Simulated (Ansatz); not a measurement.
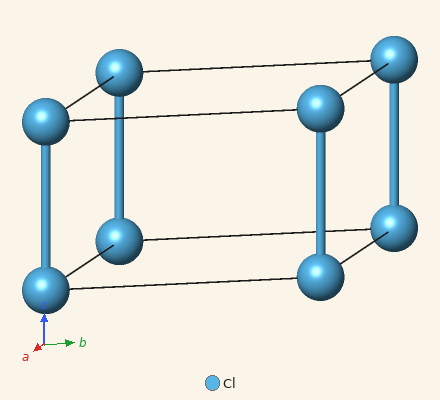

The structure; the drawing may span several cells.

Structure (in its standard cell), the end point of a relaxation with DFT PBE, scalar-relativistic, plane waves, PAW (Ansatz); the starting structure was generated, so it need not be a known form of this composition:

```yaml
crystal:
  lattice:
    - [3.84860, 0.00000, 0.00000]
    - [-1.92430, 3.33298, 0.00000]
    - [0.00000, 0.00000, 2.31578]
  atoms:
    - { symbol: Cl, position: [0.00000, 0.00000, 0.00000] }
```

Question: What does the kinematic electron diffraction pattern along [310] look like at 100 kV (B = 1 Å²)?

Answer: The spots form a rectangular net whose two shortest vectors correspond to d = 2.32 Å and 1.26 Å, 90.0° apart. They are 0 0 1 and 1 -3 0. The pattern has symmetry 2mm. No reflection of this zone is absent.

Strongest reflections with d > 0.80 Å, one of each family (|F|² from tabulated Gaussian fits of the electron scattering factors, times a small damping for the curvature of the Ewald sphere):

```csv
hkl,d (Å),I (strongest = 100)
0 0 1,2.316,100
1 -3 0,1.260,18
0 0 2,1.158,13
1 -3 1,1.107,11
1 -3 2,0.852,3
```

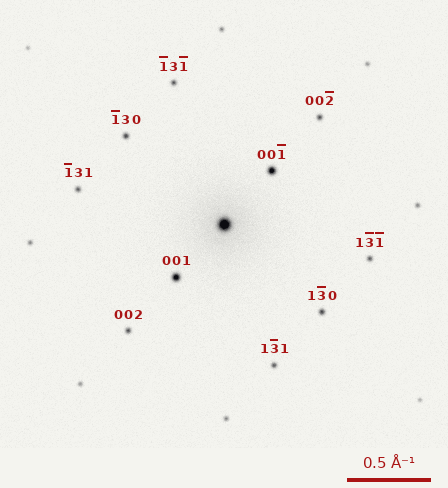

Calculated pattern, seen from the source side with [310] pointing towards the source.
